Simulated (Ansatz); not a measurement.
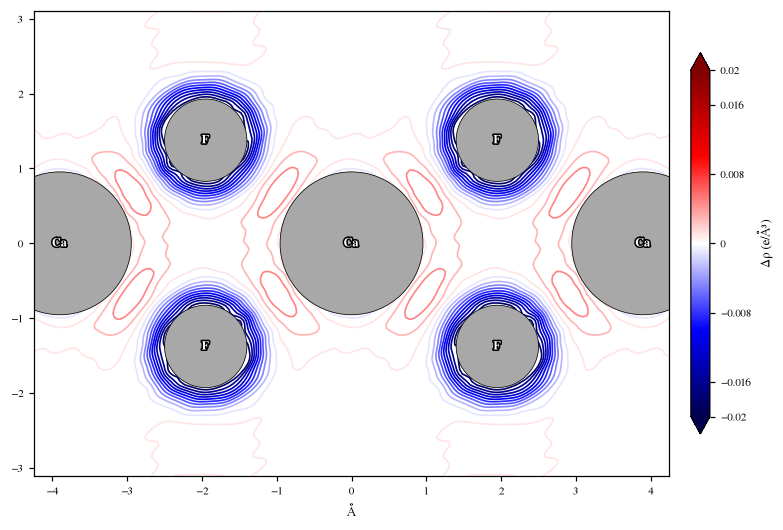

CaF₂. Difference of the valence pseudo-densities of two functionals at the same geometry, on the (11̄0) plane of the calculation cell: PBE less r2SCAN.

Space group Fm-3m; a structure generated by program, which may or may not match a known phase.

Both computed with Ansatz (plane waves, PAW), on the same k-point mesh. Grey discs cover the atomic cores.

Question: Where does the change of functional move the electrons?

Answer: Against r2SCAN, PBE gives less density around F (−0.011 e/Å³ on average at 0.7 Å from the nucleus) and a change of +0.006 e/Å³ at the midpoint of Ca–F.
